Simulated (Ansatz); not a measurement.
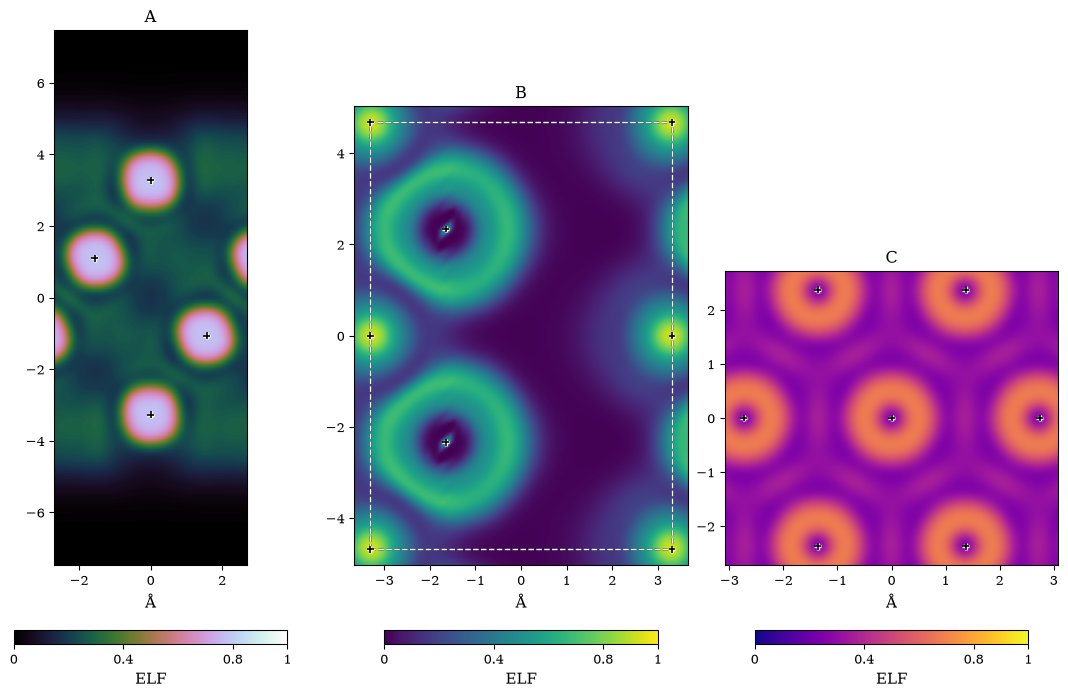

The ELF of 3 systems, each on a plane through atoms (crosses mark nuclei in the plane).

All numbers below come from DFT PBE, scalar-relativistic, plane waves, PAW in Ansatz 0.2.0.

System 1: Rh (slab), the (100) plane of the calculation cell, a cut from vacuum to vacuum. Computed without spin polarisation.

System 2: Ir, the (111) plane of the conventional cell. Space group Fm-3m; computed without spin polarisation.

```
CELL_PARAMETERS angstrom
3.87066 0.00000 0.00000
0.00000 3.87066 0.00000
0.00000 0.00000 3.87066
ATOMIC_POSITIONS crystal
Ir 0.00000 0.00000 0.00000
Ir 0.50000 0.50000 0.00000
Ir 0.50000 0.00000 0.50000
Ir 0.00000 0.50000 0.50000
```

System 3: CdTe, the (110) plane of the conventional cell. Space group F-43m.

```
Cd Te
1.0
     6.61737    0.00000    0.00000
     0.00000    0.00000   -6.61737
     0.00000    6.61737    0.00000
Cd Te
4 4
Direct
  0.50000 0.50000 0.00000
  0.00000 0.50000 0.50000
  0.00000 0.00000 0.00000
  0.50000 0.00000 0.50000
  0.25000 0.75000 0.25000
  0.75000 0.75000 0.75000
  0.75000 0.25000 0.25000
  0.25000 0.25000 0.75000
```

Which map belongs to which system?

Panel A is system 1, Rh: the plane holds Rh. Rh–Rh (2.68 Å): the ELF is about 0.30 at the midpoint; no shared electron pair shows on this line. Panel B is system 3, CdTe: the plane holds Cd and Te. Cd–Te (2.87 Å): the ELF is about 0.50 at the midpoint and 0.15 at its lowest between the atoms. Panel C is system 2, Ir: the plane holds Ir. Ir–Ir (2.74 Å): the ELF is about 0.35 at the midpoint.
